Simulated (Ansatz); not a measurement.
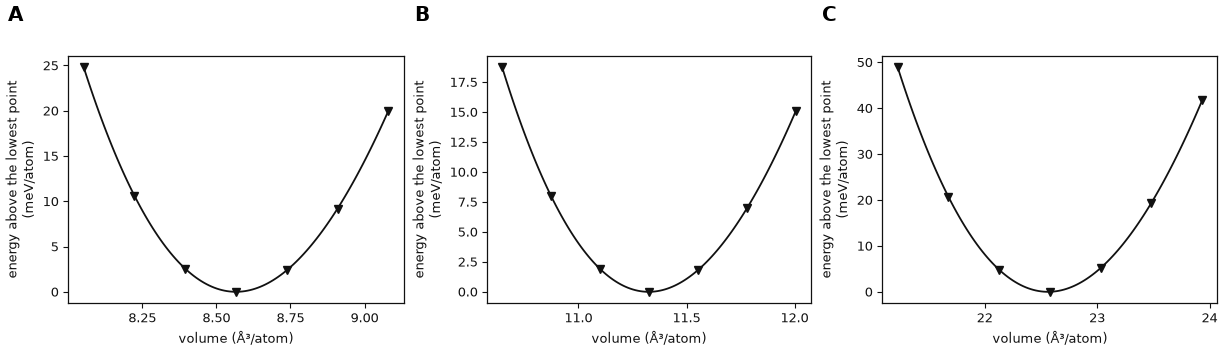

Each panel shows the energy above the lowest point against volume for one of these solids: Re, Fd-3m (No. 227); V₂O₅, Pn-3m (No. 224); Zn₂O₃, Pn-3m (No. 224).

Method: equation of state of a cubic crystal from periodic Kohn-Sham density functional theory without spin, third-order Birch-Murnaghan fit to the free energies; pressure corrected for the finite basis (Ansatz 0.2.0 development build). Level: PBE.

Which panel belongs to which solid?

Answer. A is V₂O₅ (energy above the lowest point from 0.0 meV/atom to 24.8 meV/atom, V0 8.566 Å³/atom, B0 231 GPa); B is Zn₂O₃ (energy above the lowest point from 0.0 meV/atom to 18.7 meV/atom, V0 11.33 Å³/atom, B0 132 GPa); C is Re (energy above the lowest point from 0.0 meV/atom to 48.9 meV/atom, V0 22.56 Å³/atom, B0 178 GPa).

For Re, limits of the calculation: cubic model structure, not the ambient form.

For V₂O₅, limits of the calculation: cubic model structure, not the ambient form; modest k-mesh, values are not fully converged in k; no spin polarisation, a magnetic state may lie lower.

For Zn₂O₃, limits of the calculation: cubic model structure, not the ambient form; modest k-mesh, values are not fully converged in k.
